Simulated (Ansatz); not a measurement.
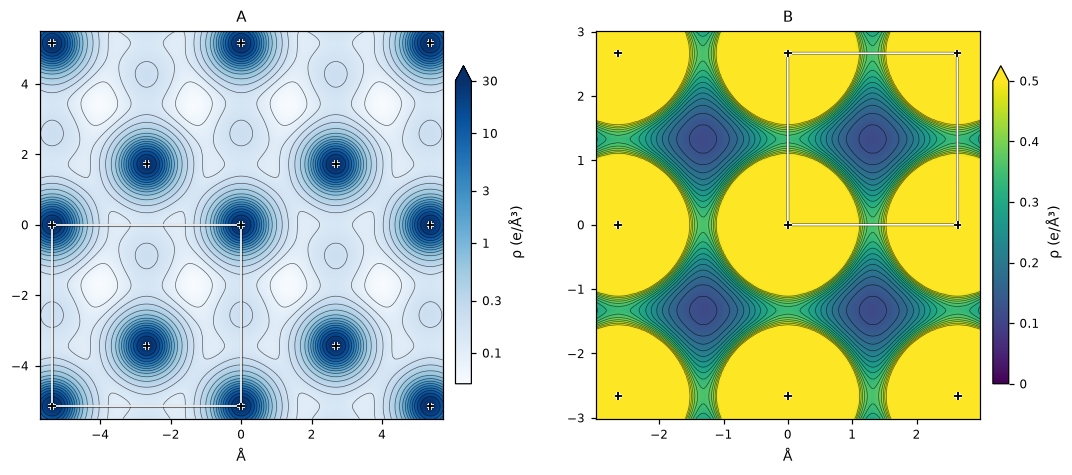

The valence pseudo-density of 2 systems, each on a plane through atoms (crosses mark nuclei in the plane).

These are results of DFT, BLYP, plane waves (420 eV) with PAW, scalar-relativistic in Ansatz, not measurements.

System 1: Pd, the (010) plane of the conventional cell. Space group Cmcm; set up as Pd, beta-Sn type; a generated structure, not necessarily the stable one; changed on purpose from its base cell (volume × 0.88); computed pressure about 22 GPa in this cell.

```
Pd
1.0
     0.39618    0.39618    2.57664
    -6.07691    6.07691    0.00000
    -1.84087   -1.84087    0.56272
Pd
4
Direct
  0.00000 0.63285 0.25000
  0.50000 0.13285 0.25000
  0.00000 0.36715 0.75000
  0.50000 0.86715 0.75000
```

System 2: As, the (110) plane of the conventional cell. Space group P6₃/mmc; set up as As, hcp; a generated structure, not necessarily the stable one; changed on purpose from its base cell (volume × 0.96); computed pressure about 3 GPa in this cell.

```cif
data_structure
_symmetry_space_group_name_H-M 'P 1'
_symmetry_Int_Tables_number 1
_cell_length_a 2.9764
_cell_length_b 2.9764
_cell_length_c 5.3709
_cell_angle_alpha 90.000
_cell_angle_beta 90.000
_cell_angle_gamma 120.000
_cell_volume 41.20
loop_
_atom_site_label
_atom_site_type_symbol
_atom_site_fract_x
_atom_site_fract_y
_atom_site_fract_z
_atom_site_occupancy
As1 As 0.33333 0.66667 0.25000 1
As2 As 0.66667 0.33333 0.75000 1
```

**Match each panel to its system.**

Panel A is system 2, As: the plane holds As. As–As (3.19 Å): ρ at the midpoint is about 0.15 e/Å³. Panel B is system 1, Pd: the plane holds Pd. Pd–Pd (2.66 Å): ρ at the midpoint is about 0.34 e/Å³.
